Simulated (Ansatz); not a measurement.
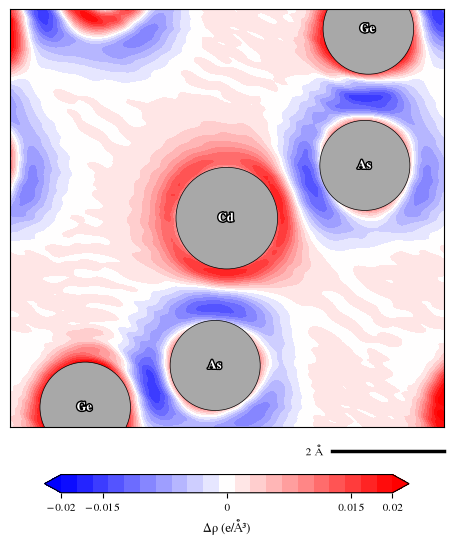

CdGeAs2. Difference of the valence pseudo-densities of two functionals at the same geometry, on the (11̄0) plane of the calculation cell: LDA less r2SCAN.

Both computed with Ansatz (plane waves, PAW), on the same k-point mesh. Grey discs cover the atomic cores.

```cif
data_structure
_symmetry_space_group_name_H-M 'P 1'
_symmetry_Int_Tables_number 1
_cell_length_a 7.0587
_cell_length_b 7.0587
_cell_length_c 7.0587
_cell_angle_alpha 129.875
_cell_angle_beta 129.875
_cell_angle_gamma 73.606
_cell_volume 202.13
loop_
_atom_site_label
_atom_site_type_symbol
_atom_site_fract_x
_atom_site_fract_y
_atom_site_fract_z
_atom_site_occupancy
Cd1 Cd 0.25000 0.75000 0.50000 1
Cd2 Cd 0.50000 0.50000 0.00000 1
Ge1 Ge 0.00000 0.00000 0.00000 1
Ge2 Ge 0.75000 0.25000 0.50000 1
As1 As 0.87500 0.34634 0.97134 1
As2 As 0.65366 0.62500 0.52866 1
As3 As 0.37500 0.90366 0.02866 1
As4 As 0.09634 0.12500 0.47134 1
```

> Where does the change of functional move the electrons?

Against r2SCAN, LDA gives more density around Cd (+0.014 e/Å³ on average at 1.1 Å from the nucleus), more density around Ge (+0.006 e/Å³ on average at 1.0 Å from the nucleus), less density around As (−0.004 e/Å³ on average at 1.0 Å from the nucleus) and a change of −0.016 e/Å³ at the midpoint of Ge–As.
